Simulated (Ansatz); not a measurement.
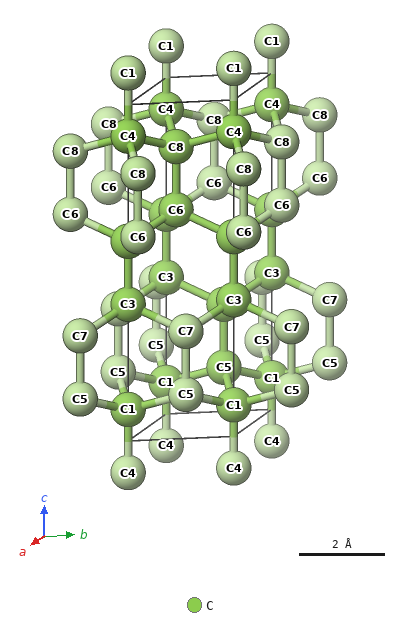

Fig. 1: The input geometry (ball-and-stick view of the cell of the calculation, seen slightly off an axis; neighbours outside the cell are drawn fainter; atoms are numbered from 1 in the order of the input). An atom can appear more than once, as a periodic image.

Geometry relaxation, with input and output: C (part 1 of 2)

The run: geometry relaxation of C (P6₃/mmc, 8 atoms in the cell). Method and program: DFT PBE, scalar-relativistic, plane waves, PAW, no spin polarisation (Ansatz 0.2.0).

The structure derives from an entry of the Crystallography Open Database. Figures and captions count atoms from 1; the log counts them from 0 in places.

### Output
```
Engine: ansatz 0.2.0, x86_64-unknown-linux-gnu
Pseudopotentials: kind: paw
Pseudopotential: C, paw, valence charge 4, recommended cutoff 420 eV (normal), C.paw.azcp
Functional definition: PBE
  parameter kappa = 0.804
  parameter beta = 0.06672455060314922
  exchange = pbe_x(kappa = kappa, mu = beta*pi^2/3)
  correlation = pbe_c(beta = beta)
Crystal: 8 atoms, lattice volume = 45.376 Å³
Basis set: ecut = 420 eV, 909 PW (Γ), exchange–correlation on 36×36×120 points (8 copies of the dense FFT grid, shifted against one another)
Bands: 24, of which v1, the nominal top of the filled ones, is band 16 counted from 1 (15 counted from 0)
Symmetry: 24 space group operations
Space group: P63/mmc (ITA 194), of the structure as read, at distance tolerance 3.6e-5 Å
k-points: 57 of 576
Non-local potential: C, projectors of the file, l = 0: 2, l = 1: 2, l = 2: 1
PAW form: soft (Blöchl's): semilocal exchange-correlation on the pseudo side does not see the compensation charge
PAW one-centre angular grid: C, 110 points (default); XC on 64 Gauss nodes
Initial density: superposition of atomic densities (neutral atoms: chi_scale 0, normalization atom), corrected by the library's trained network
Initial wavefunctions: pseudopotential atomic-orbital guess
Functional: x = pbe(κ = 0.804, μ = 0.2195149727645171), c = pbe(β = 0.06672455060314922)
SCF iter   1: F=—  HF=-2006.369855 eV  |F-HF|=—  |Δ(HF+E_count)|=         —  Δρ=3.14e-3  dr2=2.76e-3  ethr=1.77e-3  ⟨swp⟩=6.1  Hψ=6555  notcnv=0
preconditioner: auto → none  [insulator: Δε(μ)=4.430 eV  Ē_g=17.027 eV  σ=0.020 eV  W_gap=1.00  n_scr=6 (ndim 8)  ℏωp=31.2 eV  f_vac=0.000  D(μ)=0.00/eV (n_scr^D=0)  ε∞_Penn≈4.4]
SCF iter   2: F=—  HF=-2006.369292 eV  |F-HF|=—  |Δ(HF+E_count)|=   5.63e-4  Δρ=1.34e-3  dr2=2.81e-4  ethr=8.61e-6  ⟨swp⟩=2.1  Hψ=2925  notcnv=0  defer=132
SCF iter   3: F=—  HF=-2006.369445 eV  |F-HF|=—  |Δ(HF+E_count)|=   1.53e-4  Δρ=4.78e-4  dr2=3.08e-5  ethr=8.78e-7  ⟨swp⟩=2.9  Hψ=2163  notcnv=0  defer=132
SCF iter   4: F=—  HF=-2006.369496 eV  |F-HF|=—  |Δ(HF+E_count)|=   5.11e-5  Δρ=9.08e-5  dr2=9.24e-7  ethr=9.62e-8  ⟨swp⟩=2.6  Hψ=2176  notcnv=0  defer=132
iter 5 did not close the SCF: its close was put off for the readings that it lacked (scf_convergence_deferred on its scf_iter line)
SCF iter   5: F=-2006.369497 eV  HF=-2006.369497 eV  |F-HF|=1.01e-8  |Δ(HF+E_count)|=   1.47e-6  Δρ=7.51e-6  dr2=9.70e-9  ethr=2.89e-9  ⟨swp⟩=2.4  Hψ=2064  notcnv=0  defer=132
SCF iter   6: F=-2006.369497 eV  HF=-2006.369497 eV  |F-HF|=6.16e-10  |Δ(HF+E_count)|=   1.14e-8  Δρ=1.30e-6  dr2=2.92e-10  ethr=3.03e-11  ⟨swp⟩=9.8  Hψ=8037  notcnv=0
SCF 1 converged in 6 iterations: F = -2006.369497 eV  dr2 = 2.92e-10
  greatest PAW one-centre occupation: 0.645 electrons in one spin orbital (limit 2), on the C atom at site 7 (counted from 0), in its partial waves of l = 0
relax step   1: F+E_penalty+E_count = -2006.36949740 eV  Δ(F+E_penalty+E_count) = +0.000e0 eV  max|allowed force component| = 3.294e-1 eV/Å  Δτ_max = 0.0000 Å  P = +2.259 GPa  Ω = 45.376 Å³  (6 SCF iters, dr2 threshold 1.00e-7 eV, accepted)
Crystal: 8 atoms, lattice volume = 45.511 Å³
Basis set: ecut = 420 eV, 885 PW (Γ), exchange–correlation on 36×36×120 points (8 copies of the dense FFT grid, shifted against one another)
Initial density: handed on by an earlier stage of this run
Initial wavefunctions: those handed on with the density
iter 1 solved again at ethr=8.02e-6 eV; its pass at ethr=3.10e-3 eV (dr2=2.57e-3 eV) is discarded
SCF iter   1: F=—  HF=-2006.383953 eV  |F-HF|=—  |Δ(HF+E_count)|=         —  Δρ=2.97e-3  dr2=2.55e-3  ethr=8.02e-6  ⟨swp⟩=2.5  Hψ=9077  notcnv=0
preconditioner: auto → none  [insulator: Δε(μ)=4.497 eV  Ē_g=16.994 eV  σ=0.020 eV  W_gap=1.00  n_scr=6 (ndim 8)  ℏωp=31.1 eV  f_vac=0.000  D(μ)=0.00/eV (n_scr^D=0)  ε∞_Penn≈4.4]
SCF iter   2: F=—  HF=-2006.383417 eV  |F-HF|=—  |Δ(HF+E_count)|=   5.36e-4  Δρ=1.21e-3  dr2=2.54e-4  ethr=7.97e-6  ⟨swp⟩=2.1  Hψ=2135  notcnv=0
SCF iter   3: F=—  HF=-2006.383429 eV  |F-HF|=—  |Δ(HF+E_count)|=   1.23e-5  Δρ=3.70e-4  dr2=2.35e-5  ethr=7.92e-7  ⟨swp⟩=2.4  Hψ=2312  notcnv=0
iter 4 did not close the SCF: its close was put off for the readings that it lacked (scf_convergence_deferred on its scf_iter line)
SCF iter   4: F=-2006.383433 eV  HF=-2006.383432 eV  |F-HF|=3.54e-7  |Δ(HF+E_count)|=   3.30e-6  Δρ=6.24e-5  dr2=4.92e-7  ethr=7.33e-8  ⟨swp⟩=2.2  Hψ=1915  notcnv=0
iter 5 did not close the SCF: its close was put off for the readings that it lacked (scf_convergence_deferred on its scf_iter line)
SCF iter   5: F=-2006.383433 eV  HF=-2006.383433 eV  |F-HF|=6.42e-9  |Δ(HF+E_count)|=   4.27e-7  Δρ=8.99e-6  dr2=1.47e-8  ethr=1.54e-9  ⟨swp⟩=2.3  Hψ=2256  notcnv=0
SCF iter   6: F=-2006.383433 eV  HF=-2006.383433 eV  |F-HF|=1.88e-10  |Δ(HF+E_count)|=   9.17e-9  Δρ=1.18e-6  dr2=2.43e-10  ethr=4.59e-11  ⟨swp⟩=5.5  Hψ=7237  notcnv=0
SCF 2 converged in 6 iterations: F = -2006.383433 eV  dr2 = 2.43e-10
  greatest PAW one-centre occupation: 0.644 electrons in one spin orbital (limit 2), on the C atom at site 3 (counted from 0), in its partial waves of l = 0
relax step   2: F+E_penalty+E_count = -2006.38343288 eV  Δ(F+E_penalty+E_count) = -1.394e-2 eV  max|allowed force component| = 3.603e-1 eV/Å  Δτ_max = 0.0074 Å  P = +0.763 GPa  Ω = 45.511 Å³  energy of the carried Pulay correction = -8.738e-4 eV  (6 SCF iters, dr2 threshold 8.00e-7 eV, accepted)
Crystal: 8 atoms, lattice volume = 45.552 Å³
iter 1 solved again at ethr=6.28e-7 eV; its pass at ethr=3.10e-3 eV (dr2=2.01e-4 eV) is discarded
SCF iter   1: F=—  HF=-2006.387534 eV  |F-HF|=—  |Δ(HF+E_count)|=         —  Δρ=7.71e-4  dr2=1.96e-4  ethr=6.28e-7  ⟨swp⟩=2.8  Hψ=7899  notcnv=0
preconditioner: auto → none  [insulator: Δε(μ)=4.503 eV  Ē_g=16.986 eV  σ=0.020 eV  W_gap=1.00  n_scr=6 (ndim 8)  ℏωp=31.1 eV  f_vac=0.000  D(μ)=0.00/eV (n_scr^D=0)  ε∞_Penn≈4.4]
SCF iter   2: F=—  HF=-2006.387510 eV  |F-HF|=—  |Δ(HF+E_count)|=   2.37e-5  Δρ=3.04e-4  dr2=1.50e-5  ethr=6.11e-7  ⟨swp⟩=2.0  Hψ=1859  notcnv=0
SCF iter   3: F=—  HF=-2006.387511 eV  |F-HF|=—  |Δ(HF+E_count)|=   1.07e-6  Δρ=1.24e-4  dr2=2.08e-6  ethr=4.68e-8  ⟨swp⟩=2.1  Hψ=2240  notcnv=0
iter 4 did not close the SCF: its close was put off for the readings that it lacked (scf_convergence_deferred on its scf_iter line)
SCF iter   4: F=-2006.387512 eV  HF=-2006.387512 eV  |F-HF|=1.41e-8  |Δ(HF+E_count)|=   6.05e-7  Δρ=1.20e-5  dr2=1.80e-8  ethr=6.49e-9  ⟨swp⟩=2.3  Hψ=2254  notcnv=0
iter 5 did not close the SCF: its close was put off for the readings that it lacked (scf_convergence_deferred on its scf_iter line)
SCF iter   5: F=-2006.387512 eV  HF=-2006.387512 eV  |F-HF|=3.38e-10  |Δ(HF+E_count)|=   1.60e-8  Δρ=1.95e-6  dr2=6.77e-10  ethr=5.64e-11  ⟨swp⟩=2.8  Hψ=2377  notcnv=0
SCF iter   6: F=-2006.387512 eV  HF=-2006.387512 eV  |F-HF|=5.91e-12  |Δ(HF+E_count)|=  4.65e-10  Δρ=1.85e-7  dr2=6.10e-12  ethr=2.12e-12  ⟨swp⟩=4.6  Hψ=6371  notcnv=0
SCF 3 converged in 6 iterations: F = -2006.387512 eV  dr2 = 6.10e-12
relax step   3: F+E_penalty+E_count = -2006.38751161 eV  Δ(F+E_penalty+E_count) = -4.079e-3 eV  max|allowed force component| = 1.892e-1 eV/Å  Δτ_max = 0.0029 Å  P = +0.393 GPa  Ω = 45.552 Å³  energy of the carried Pulay correction = -1.145e-3 eV  (6 SCF iters, dr2 threshold 8.00e-7 eV, accepted)
Crystal: 8 atoms, lattice volume = 45.594 Å³
iter 1 solved again at ethr=1.35e-6 eV; its pass at ethr=3.10e-3 eV (dr2=4.31e-4 eV) is discarded
SCF iter   1: F=—  HF=-2006.388634 eV  |F-HF|=—  |Δ(HF+E_count)|=         —  Δρ=1.07e-3  dr2=4.23e-4  ethr=1.35e-6  ⟨swp⟩=2.1  Hψ=7252  notcnv=0
preconditioner: auto → none  [insulator: Δε(μ)=4.542 eV  Ē_g=16.976 eV  σ=0.020 eV  W_gap=1.00  n_scr=6 (ndim 8)  ℏωp=31.1 eV  f_vac=0.000  D(μ)=0.00/eV (n_scr^D=0)  ε∞_Penn≈4.4]
SCF iter   2: F=—  HF=-2006.388540 eV  |F-HF|=—  |Δ(HF+E_count)|=   9.43e-5  Δρ=3.83e-4  dr2=3.28e-5  ethr=1.32e-6  ⟨swp⟩=2.1  Hψ=1857  notcnv=0
SCF iter   3: F=—  HF=-2006.388537 eV  |F-HF|=—  |Δ(HF+E_count)|=   3.22e-6  Δρ=1.34e-4  dr2=3.51e-6  ethr=1.03e-7  ⟨swp⟩=2.4  Hψ=2261  notcnv=0
iter 4 did not close the SCF: its close was put off for the readings that it lacked (scf_convergence_deferred on its scf_iter line)
SCF iter   4: F=-2006.388537 eV  HF=-2006.388537 eV  |F-HF|=2.35e-8  |Δ(HF+E_count)|=   2.33e-7  Δρ=1.95e-5  dr2=7.31e-8  ethr=1.10e-8  ⟨swp⟩=2.5  Hψ=1952  notcnv=0
iter 5 did not close the SCF: its close was put off for the readings that it lacked (scf_convergence_deferred on its scf_iter line)
SCF iter   5: F=-2006.388537 eV  HF=-2006.388537 eV  |F-HF|=6.16e-11  |Δ(HF+E_count)|=   3.16e-8  Δρ=2.33e-6  dr2=1.32e-9  ethr=2.28e-10  ⟨swp⟩=2.3  Hψ=2251  notcnv=0
SCF iter   6: F=-2006.388537 eV  HF=-2006.388537 eV  |F-HF|=3.18e-11  |Δ(HF+E_count)|=  4.00e-10  Δρ=4.67e-7  dr2=3.21e-11  ethr=4.12e-12  ⟨swp⟩=4.7  Hψ=6498  notcnv=0
SCF 4 converged in 6 iterations: F = -2006.388537 eV  dr2 = 3.21e-11
relax step   4: F+E_penalty+E_count = -2006.38853709 eV  Δ(F+E_penalty+E_count) = -1.025e-3 eV  max|allowed force component| = 7.562e-4 eV/Å  Δτ_max = 0.0032 Å  P = +0.014 GPa  Ω = 45.594 Å³  energy of the carried Pulay correction = -1.416e-3 eV  (6 SCF iters, dr2 threshold 8.00e-7 eV, accepted)
Initial wavefunctions: pseudopotential atomic-orbital guess (no wavefunctions were taken with the density)
iter 1 solved again at ethr=6.29e-9 eV; its pass at ethr=3.10e-3 eV (dr2=2.01e-6 eV) is discarded
SCF iter   1: F=—  HF=-2006.390103 eV  |F-HF|=—  |Δ(HF+E_count)|=         —  Δρ=7.97e-5  dr2=3.62e-7  ethr=6.29e-9  ⟨swp⟩=4.0  Hψ=10885  notcnv=0
preconditioner: auto → none  [insulator: Δε(μ)=4.541 eV  Ē_g=16.976 eV  σ=0.020 eV  W_gap=1.00  n_scr=6 (ndim 8)  ℏωp=31.1 eV  f_vac=0.000  D(μ)=0.00/eV (n_scr^D=0)  ε∞_Penn≈4.4]
SCF iter   2: F=—  HF=-2006.390120 eV  |F-HF|=—  |Δ(HF+E_count)|=   1.70e-5  Δρ=4.01e-5  dr2=8.64e-8  ethr=1.13e-9  ⟨swp⟩=2.6  Hψ=2232  notcnv=0
SCF iter   3: F=—  HF=-2006.390121 eV  |F-HF|=—  |Δ(HF+E_count)|=   2.73e-7  Δρ=1.50e-6  dr2=1.89e-10  ethr=2.70e-10  ⟨swp⟩=2.2  Hψ=2239  notcnv=0
iter 4 did not close the SCF: its close was put off for the readings that it lacked (scf_convergence_deferred on its scf_iter line)
SCF iter   4: F=-2006.390121 eV  HF=-2006.390121 eV  |F-HF|=1.64e-11  |Δ(HF+E_count)|=  5.15e-10  Δρ=2.10e-7  dr2=3.15e-11  ethr=1.00e-12  ⟨swp⟩=2.2  Hψ=2244  notcnv=0
iter 5 did not close the SCF: its close was put off for the readings that it lacked (scf_convergence_deferred on its scf_iter line)
SCF iter   5: F=-2006.390121 eV  HF=-2006.390121 eV  |F-HF|=9.09e-13  |Δ(HF+E_count)|=  2.27e-12  Δρ=8.69e-8  dr2=2.20e-12  ethr=1.00e-12  ⟨swp⟩=1.0  Hψ=1368  notcnv=0
iter 6 did not close the SCF: its close was put off for the readings that it lacked (scf_convergence_deferred on its scf_iter line)
SCF iter   6: F=-2006.390121 eV  HF=-2006.390121 eV  |F-HF|=6.82e-13  |Δ(HF+E_count)|=  2.27e-12  Δρ=2.89e-8  dr2=1.99e-13  ethr=1.00e-12  ⟨swp⟩=1.0  Hψ=1368  notcnv=0
iter 7 did not close the SCF: its close was put off for the readings that it lacked (scf_convergence_deferred on its scf_iter line)
SCF iter   7: F=-2006.390121 eV  HF=-2006.390121 eV  |F-HF|=2.27e-13  |Δ(HF+E_count)|=  2.27e-13  Δρ=8.74e-9  dr2=2.23e-14  ethr=1.00e-12  ⟨swp⟩=1.0  Hψ=1368  notcnv=0
SCF iter   8: F=-2006.390121 eV  HF=-2006.390121 eV  |F-HF|=0.00e0  |Δ(HF+E_count)|=  2.27e-13  Δρ=2.42e-9  dr2=1.22e-15  ethr=1.00e-12  ⟨swp⟩=2.5  Hψ=4063  notcnv=0
SCF 5 converged in 8 iterations: F = -2006.390121 eV  dr2 = 1.22e-15
relax step   5: F+E_penalty+E_count = -2006.39012063 eV  Δ(F+E_penalty+E_count) = -1.584e-3 eV  max|allowed force component| = 1.258e-3 eV/Å  Δτ_max = 0.0000 Å  P = +0.067 GPa  Ω = 45.594 Å³  stress off target by 1.78e-1 GPa  SCF on the basis re-selected at this cell (its energy is not comparable with the rows above)  (8 SCF iters)
basis re-selected at this cell: Δ(F+E_penalty+E_count) = -1.584e-3 eV, ΔP = +0.053 GPa vs the last step (what re-selecting the basis moved, of the pressure what is left beyond the Pulay correction that the steps carried, after the strain that the cell walked since its last selection, with what the two solves' SCF thresholds leave and, on support functions, any second-order correction that the steps lacked; it is no measure of the basis error at this ecutwfc). This SCF's stress stands 1.78e-1 GPa from its target on what of the cell is left free (relax.cell.stress_tol is 5.00e-2 GPa) and its largest allowed force component is 1.26e-3 eV/Å (relax.f_tol is 5.00e-3 eV/Å): not within both, so this SCF does not close the relaxation
Crystal: 8 atoms, lattice volume = 45.600 Å³
iter 1 solved again at ethr=2.33e-9 eV; its pass at ethr=3.10e-3 eV (dr2=7.47e-7 eV) is discarded
SCF iter   1: F=—  HF=-2006.390067 eV  |F-HF|=—  |Δ(HF+E_count)|=         —  Δρ=4.96e-5  dr2=7.40e-7  ethr=2.33e-9  ⟨swp⟩=2.1  Hψ=7357  notcnv=0
preconditioner: auto → none  [insulator: Δε(μ)=4.542 eV  Ē_g=16.974 eV  σ=0.020 eV  W_gap=1.00  n_scr=6 (ndim 8)  ℏωp=31.1 eV  f_vac=0.000  D(μ)=0.00/eV (n_scr^D=0)  ε∞_Penn≈4.4]
SCF iter   2: F=—  HF=-2006.390083 eV  |F-HF|=—  |Δ(HF+E_count)|=   1.55e-5  Δρ=2.04e-5  dr2=1.14e-7  ethr=2.31e-9  ⟨swp⟩=2.4  Hψ=2239  notcnv=0
iter 3 did not close the SCF: its close was put off for the readings that it lacked (scf_convergence_deferred on its scf_iter line)
SCF iter   3: F=-2006.390083 eV  HF=-2006.390083 eV  |F-HF|=4.04e-10  |Δ(HF+E_count)|=   2.25e-8  Δρ=1.90e-6  dr2=5.45e-10  ethr=3.57e-10  ⟨swp⟩=2.9  Hψ=2440  notcnv=0
iter 4 did not close the SCF: its close was put off for the readings that it lacked (scf_convergence_deferred on its scf_iter line)
SCF iter   4: F=-2006.390083 eV  HF=-2006.390083 eV  |F-HF|=6.28e-11  |Δ(HF+E_count)|=  4.69e-10  Δρ=3.42e-7  dr2=9.04e-11  ethr=1.70e-12  ⟨swp⟩=2.3  Hψ=2147  notcnv=0
iter 5 did not close the SCF: its close was put off for the readings that it lacked (scf_convergence_deferred on its scf_iter line)
SCF iter   5: F=-2006.390083 eV  HF=-2006.390083 eV  |F-HF|=2.27e-13  |Δ(HF+E_count)|=  1.86e-11  Δρ=8.21e-8  dr2=2.36e-12  ethr=1.00e-12  ⟨swp⟩=2.4  Hψ=1907  notcnv=0
SCF iter   6: F=-2006.390083 eV  HF=-2006.390083 eV  |F-HF|=9.09e-13  |Δ(HF+E_count)|=  1.59e-12  Δρ=1.95e-8  dr2=6.04e-14  ethr=1.00e-12  ⟨swp⟩=3.7  Hψ=4940  notcnv=0
SCF 6 converged in 6 iterations: F = -2006.390083 eV  dr2 = 6.04e-14
relax step   6: F+E_penalty+E_count = -2006.39008294 eV  Δ(F+E_penalty+E_count) = +3.769e-5 eV  max|allowed force component| = 3.024e-4 eV/Å  Δτ_max = 0.0000 Å  P = +0.008 GPa  Ω = 45.600 Å³  energy of the carried Pulay correction = -4.133e-5 eV  (6 SCF iters, accepted)
iter 1 solved again at ethr=5.55e-9 eV; its pass at ethr=3.10e-3 eV (dr2=1.78e-6 eV) is discarded
SCF iter   1: F=—  HF=-2006.390079 eV  |F-HF|=—  |Δ(HF+E_count)|=         —  Δρ=1.12e-6  dr2=8.24e-11  ethr=5.55e-9  ⟨swp⟩=4.1  Hψ=10917  notcnv=0
iter 2 did not close the SCF: its close was put off for the readings that it lacked (scf_convergence_deferred on its scf_iter line)
SCF iter   2: F=-2006.390095 eV  HF=-2006.390095 eV  |F-HF|=1.35e-10  |Δ(HF+E_count)|=   1.63e-5  Δρ=5.20e-7  dr2=1.66e-11  ethr=1.00e-12  ⟨swp⟩=3.1  Hψ=3134  notcnv=0
iter 3 did not close the SCF: its close was put off for the readings that it lacked (scf_convergence_deferred on its scf_iter line)
SCF iter   3: F=-2006.390095 eV  HF=-2006.390095 eV  |F-HF|=5.64e-11  |Δ(HF+E_count)|=  8.23e-11  Δρ=3.37e-7  dr2=6.51e-12  ethr=1.00e-12  ⟨swp⟩=1.0  Hψ=1368  notcnv=0
iter 4 did not close the SCF: its close was put off for the readings that it lacked (scf_convergence_deferred on its scf_iter line)
SCF iter   4: F=-2006.390095 eV  HF=-2006.390095 eV  |F-HF|=4.55e-13  |Δ(HF+E_count)|=  5.96e-11  Δρ=2.28e-8  dr2=3.01e-13  ethr=1.00e-12  ⟨swp⟩=1.0  Hψ=1368  notcnv=0
iter 5 did not close the SCF: its close was put off for the readings that it lacked (scf_convergence_deferred on its scf_iter line)
SCF iter   5: F=-2006.390095 eV  HF=-2006.390095 eV  |F-HF|=9.09e-13  |Δ(HF+E_count)|=  9.09e-13  Δρ=1.12e-8  dr2=1.56e-14  ethr=1.00e-12  ⟨swp⟩=1.0  Hψ=1368  notcnv=0
SCF iter   6: F=-2006.390095 eV  HF=-2006.390095 eV  |F-HF|=6.82e-13  |Δ(HF+E_count)|=  9.09e-13  Δρ=5.08e-9  dr2=2.69e-15  ethr=1.00e-12  ⟨swp⟩=2.8  Hψ=4148  notcnv=0
SCF 7 converged in 6 iterations: F = -2006.390095 eV  dr2 = 2.69e-15
relax step   7: F+E_penalty+E_count = -2006.39009522 eV  Δ(F+E_penalty+E_count) = -1.228e-5 eV  max|allowed force component| = 3.072e-4 eV/Å  Δτ_max = 0.0000 Å  P = +0.008 GPa  Ω = 45.600 Å³  stress off target by 8.39e-3 GPa  SCF on the basis re-selected at this cell (its energy is not comparable with the rows above)  (6 SCF iters)
```

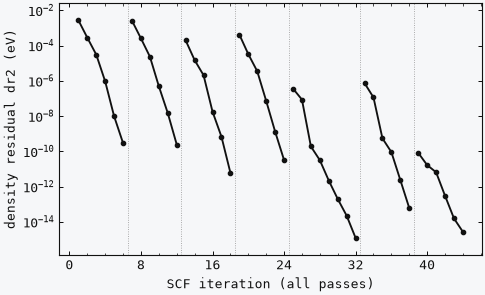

Fig. 2: Convergence of the self-consistent field: density residual dr2 against the SCF iteration. The dotted lines part the SCF passes of the relaxation: geometry steps, rejected trials and re-solves on a re-selected basis. The 7 passes take 6 to 8 iterations each, 44 in all.

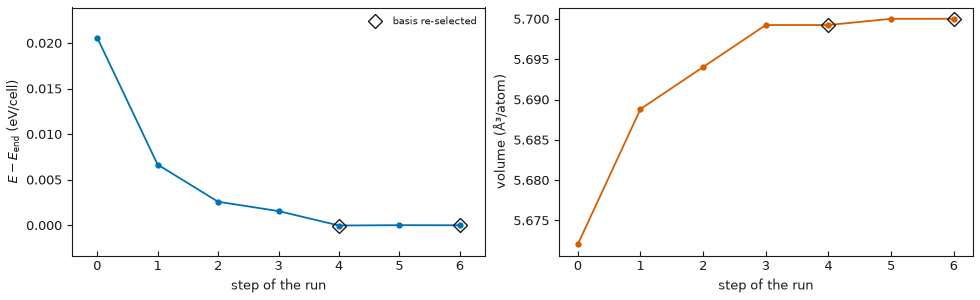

Fig. 3: Progress of the relaxation, step by step (the first geometry is step 0 here and step 1 in the log).
